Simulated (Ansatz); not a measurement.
Geometry relaxation, with input and output: Ge (part 3 of 3)

The same run, continued: Ge (4 atoms in the cell); DFT PBEsol, scalar-relativistic, plane waves, PAW, no spin polarisation (Ansatz 0.2.0); cutoff 420 eV, 12×12×4 k-mesh, Gaussian smearing of 0.1 eV. The structure derives from a Materials Project entry.

Geometry of the input (Å; fractional positions):
```
4.0504  0.0000  0.0000
-2.0252  3.5078  0.0000
0.0000  0.0000  10.9934
Ge 0.0000  0.0000  0.9775
Ge 0.0000  0.0000  0.4775
Ge 0.3333  0.6667  0.9148
Ge 0.6667  0.3333  0.4148
```

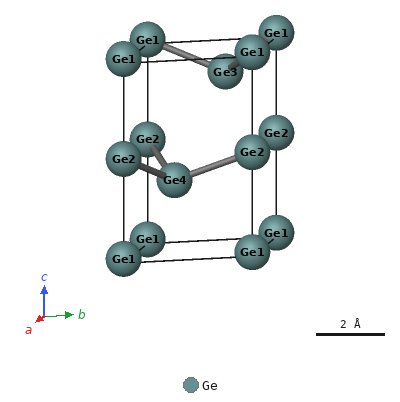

Figure 1. The geometry at step 12 of the log (ball-and-stick view of the cell of the calculation, seen slightly off an axis; atoms are numbered from 1 in the order of the input).

## Trajectory as extended XYZ, continued
```
4
Lattice="3.9786 0.0000 0.0000 -1.9893 3.4456 0.0000 0.0000 0.0000 10.6250" Properties=species:S:1:pos:R:3:forces:R:3 step=3 energy=-17011.76969 pressure_GPa=0.05
Ge    0.0000    0.0000   10.3867    0.0000   0.0000   0.0070
Ge    0.0000    0.0000    5.0743    0.0000   0.0000   0.0070
Ge    0.0000    2.2971    9.7188    0.0000   0.0000  -0.0070
Ge    1.9893    1.1485    4.4064    0.0000   0.0000  -0.0070
4
Lattice="3.9666 0.0000 0.0000 -1.9833 3.4352 0.0000 0.0000 0.0000 10.0949" Properties=species:S:1:pos:R:3:forces:R:3 step=4 energy=-17011.79208 pressure_GPa=0.49
Ge    0.0000    0.0000    9.8724    0.0000   0.0000   0.1362
Ge    0.0000    0.0000    4.8249    0.0000   0.0000   0.1362
Ge    0.0000    2.2901    9.2302    0.0000   0.0000  -0.1363
Ge    1.9833    1.1451    4.1828    0.0000   0.0000  -0.1363
4
Lattice="3.9614 0.0000 0.0000 -1.9807 3.4307 0.0000 0.0000 0.0000 9.5453" Properties=species:S:1:pos:R:3:forces:R:3 step=5 energy=-17011.83119 pressure_GPa=0.66
Ge    0.0000    0.0000    9.3488    0.0000   0.0000   0.1987
Ge    0.0000    0.0000    4.5761    0.0000   0.0000   0.1987
Ge    0.0000    2.2871    8.7137    0.0000   0.0000  -0.1987
Ge    1.9807    1.1436    3.9411    0.0000   0.0000  -0.1987
4
Lattice="3.9616 0.0000 0.0000 -1.9808 3.4309 0.0000 0.0000 0.0000 9.0053" Properties=species:S:1:pos:R:3:forces:R:3 step=6 energy=-17011.89364 pressure_GPa=0.62
Ge    0.0000    0.0000    8.8394    0.0000   0.0000   0.2352
Ge    0.0000    0.0000    4.3367    0.0000   0.0000   0.2352
Ge    0.0000    2.2872    8.2013    0.0000   0.0000  -0.2353
Ge    1.9808    1.1436    3.6987    0.0000   0.0000  -0.2353
4
Lattice="3.9832 0.0000 0.0000 -1.9916 3.4496 0.0000 0.0000 0.0000 8.4692" Properties=species:S:1:pos:R:3:forces:R:3 step=7 energy=-17011.99501 pressure_GPa=-0.24
Ge    0.0000    0.0000    8.3441    0.0000   0.0000   0.2004
Ge    0.0000    0.0000    4.1095    0.0000   0.0000   0.2004
Ge    0.0000    2.2997    7.6822    0.0000   0.0000  -0.2005
Ge    1.9916    1.1499    3.4476    0.0000   0.0000  -0.2005
4
Lattice="3.9739 0.0000 0.0000 -1.9870 3.4415 0.0000 0.0000 0.0000 7.9299" Properties=species:S:1:pos:R:3:forces:R:3 step=8 energy=-17012.10743 pressure_GPa=0.07
Ge    0.0000    0.0000    7.8395    0.0000   0.0000   0.2911
Ge    0.0000    0.0000    3.8745    0.0000   0.0000   0.2911
Ge    0.0000    2.2944    7.1664    0.0000   0.0000  -0.2910
Ge    1.9870    1.1472    3.2014    0.0000   0.0000  -0.2910
4
Lattice="3.9719 0.0000 0.0000 -1.9859 3.4398 0.0000 0.0000 0.0000 7.3885" Properties=species:S:1:pos:R:3:forces:R:3 step=9 energy=-17012.24321 pressure_GPa=0.42
Ge    0.0000    0.0000    7.3350    0.0000   0.0000   0.4112
Ge    0.0000    0.0000    3.6408    0.0000   0.0000   0.4112
Ge    0.0000    2.2932    6.6462    0.0000   0.0000  -0.4111
Ge    1.9859    1.1466    2.9520    0.0000   0.0000  -0.4111
4
Lattice="3.9724 0.0000 0.0000 -1.9862 3.4402 0.0000 0.0000 0.0000 6.8480" Properties=species:S:1:pos:R:3:forces:R:3 step=10 energy=-17012.40652 pressure_GPa=1.02
Ge    0.0000    0.0000    6.8298    0.0000   0.0000   0.6238
Ge    0.0000    0.0000    3.4058    0.0000   0.0000   0.6238
Ge    0.0000    2.2934    6.1286    0.0000   0.0000  -0.6237
Ge    1.9862    1.1467    2.7047    0.0000   0.0000  -0.6237
4
Lattice="3.9776 0.0000 0.0000 -1.9888 3.4447 0.0000 0.0000 0.0000 6.3055" Properties=species:S:1:pos:R:3:forces:R:3 step=11 energy=-17012.55942 pressure_GPa=2.72
Ge    0.0000    0.0000    6.3270    0.0000   0.0000   0.7397
Ge    0.0000    0.0000    3.1743    0.0000   0.0000   0.7397
Ge    0.0000    2.2964    5.6049    0.0000   0.0000  -0.7397
Ge    1.9888    1.1482    2.4521    0.0000   0.0000  -0.7397
4
Lattice="4.0593 0.0000 0.0000 -2.0296 3.5154 0.0000 0.0000 0.0000 5.9883" Properties=species:S:1:pos:R:3:forces:R:3 step=12 energy=-17012.78939 pressure_GPa=-0.36
Ge    0.0000    0.0000    6.1147    0.0000   0.0000   0.3182
Ge    0.0000    0.0000    3.1205    0.0000   0.0000   0.3182
Ge    0.0000    2.3436    5.2170    0.0000   0.0000  -0.3182
Ge    2.0296    1.1718    2.2229    0.0000   0.0000  -0.3182
4
Lattice="3.9335 0.0000 0.0000 -1.9667 3.4065 0.0000 0.0000 0.0000 6.2427" Properties=species:S:1:pos:R:3:forces:R:3 step=13 energy=-17012.92967 pressure_GPa=-1.41
Ge    0.0000    0.0000    6.4809    0.0000   0.0000   0.2854
Ge    0.0000    0.0000    3.3596    0.0000   0.0000   0.2854
Ge    0.0000    2.2710    5.3320    0.0000   0.0000  -0.2854
Ge    1.9667    1.1355    2.2107    0.0000   0.0000  -0.2854
4
Lattice="3.8493 0.0000 0.0000 -1.9246 3.3336 0.0000 0.0000 0.0000 5.9807" Properties=species:S:1:pos:R:3:forces:R:3 step=14 energy=-17013.06343 pressure_GPa=2.72
Ge    0.0000    0.0000    6.3156    0.0000   0.0000   0.2868
Ge    0.0000    0.0000    3.3252    0.0000   0.0000   0.2868
Ge    0.0000    2.2224    5.0017    0.0000   0.0000  -0.2868
Ge    1.9246    1.1112    2.0114    0.0000   0.0000  -0.2868
4
Lattice="3.7745 0.0000 0.0000 -1.8873 3.2688 0.0000 0.0000 0.0000 6.2271" Properties=species:S:1:pos:R:3:forces:R:3 step=15 energy=-17013.12632 pressure_GPa=1.18
Ge    0.0000    0.0000    6.6849    0.0000   0.0000  -0.0457
Ge    0.0000    0.0000    3.5713    0.0000   0.0000  -0.0457
Ge    0.0000    2.1792    5.0987    0.0000   0.0000   0.0458
Ge    1.8873    1.0896    1.9851    0.0000   0.0000   0.0458
4
Lattice="3.8559 0.0000 0.0000 -1.9280 3.3393 0.0000 0.0000 0.0000 6.1848" Properties=species:S:1:pos:R:3:forces:R:3 step=16 energy=-17013.13550 pressure_GPa=-1.09
Ge    0.0000    0.0000    6.6286    0.0000   0.0000  -0.0051
Ge    0.0000    0.0000    3.5362    0.0000   0.0000  -0.0051
Ge    0.0000    2.2262    5.0750    0.0000   0.0000   0.0051
Ge    1.9280    1.1131    1.9826    0.0000   0.0000   0.0051
4
Lattice="3.8370 0.0000 0.0000 -1.9185 3.3229 0.0000 0.0000 0.0000 6.1307" Properties=species:S:1:pos:R:3:forces:R:3 step=17 energy=-17013.13960 pressure_GPa=0.28
Ge    0.0000    0.0000    6.5687    0.0000   0.0000  -0.0028
Ge    0.0000    0.0000    3.5033    0.0000   0.0000  -0.0028
Ge    0.0000    2.2153    5.0324    0.0000   0.0000   0.0028
Ge    1.9185    1.1076    1.9671    0.0000   0.0000   0.0028
4
Lattice="3.8349 0.0000 0.0000 -1.9174 3.3211 0.0000 0.0000 0.0000 6.1546" Properties=species:S:1:pos:R:3:forces:R:3 step=18 energy=-17013.13995 pressure_GPa=0.02
Ge    0.0000    0.0000    6.5933    0.0000   0.0000  -0.0013
Ge    0.0000    0.0000    3.5160    0.0000   0.0000  -0.0013
Ge    0.0000    2.2141    5.0530    0.0000   0.0000   0.0013
Ge    1.9174    1.1070    1.9757    0.0000   0.0000   0.0013
4
Lattice="3.8370 0.0000 0.0000 -1.9185 3.3229 0.0000 0.0000 0.0000 6.1505" Properties=species:S:1:pos:R:3:forces:R:3 step=19 energy=-17013.13998 pressure_GPa=0.00
Ge    0.0000    0.0000    6.5883    0.0000   0.0000  -0.0004
Ge    0.0000    0.0000    3.5131    0.0000   0.0000  -0.0004
Ge    0.0000    2.2153    5.0502    0.0000   0.0000   0.0004
Ge    1.9185    1.1076    1.9750    0.0000   0.0000   0.0004
4
Lattice="3.8370 0.0000 0.0000 -1.9185 3.3229 0.0000 0.0000 0.0000 6.1505" Properties=species:S:1:pos:R:3:forces:R:3 step=20 energy=-17013.13544 pressure_GPa=-0.01
Ge    0.0000    0.0000    6.5883    0.0000   0.0000  -0.0004
Ge    0.0000    0.0000    3.5131    0.0000   0.0000  -0.0004
Ge    0.0000    2.2153    5.0502    0.0000   0.0000   0.0004
Ge    1.9185    1.1076    1.9750    0.0000   0.0000   0.0004
```

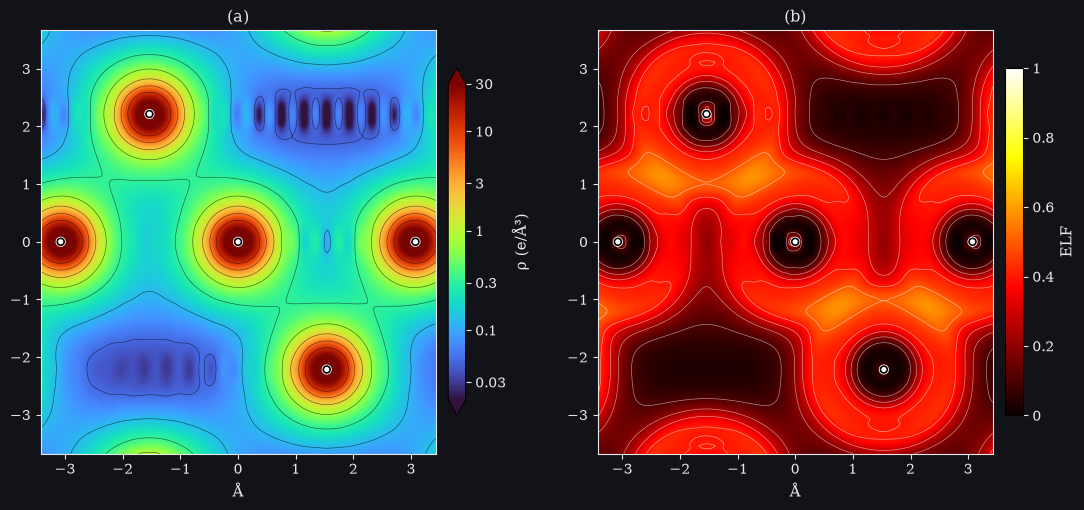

Figure 2. (a) valence pseudo-density; (b) ELF on the (110) plane of the conventional cell. Circles mark the nuclei in the plane (Ge). The section cuts through Ge sites. Ge–Ge (2.70 Å): the density is about 0.31 e/Å³ at the midpoint; the ELF is about 0.60 at the midpoint (nearly free electrons, as in a simple metal). The density dies away to nearly zero in the voids. In a PAW calculation such maps are meaningful between the atoms, not at the nuclei.

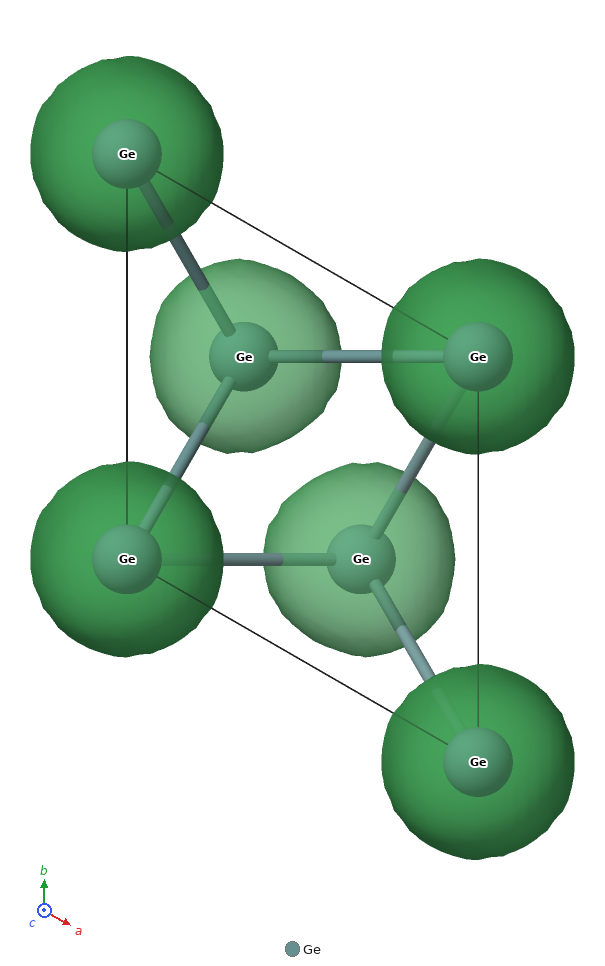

Figure 3. Isosurface of the valence charge density (pseudo) at 0.5 e/Å³ (green), seen along the c axis. Sticks mark near contacts. The outline is the cell set on symmetry axes. At this value the density breaks into separate islands; it holds about 75 % of the electrons treated as valence (semicore included). It is pinched off along the Ge–Ge (2.70 Å) contacts. On the grid the lowest density along these lines, outside the cores, is 0.31 e/Å³ (Ge–Ge, 2.70 Å).

## Summary

- outcome: converged
- space group (tolerance 0.01 Å): P6₃mc (186) → P6₃/mmc (194)
- electrons treated: 56
- free energy: −17013.1354 eV
- Fermi energy: 10.316 eV
- gap on the k-point mesh: none (metallic)
- pressure: −0.01 GPa
- final volume: 78.42 Å³
- largest force (length of the vector) at the end: under 0.001 eV/Å
- final cell: a = 3.837 Å, b = 3.837 Å, c = 6.150 Å, α = 90.00°, β = 90.00°, γ = 120.00°
- wall time: 6 min (CPU time 19 min)
- peak memory: 0.65 GiB
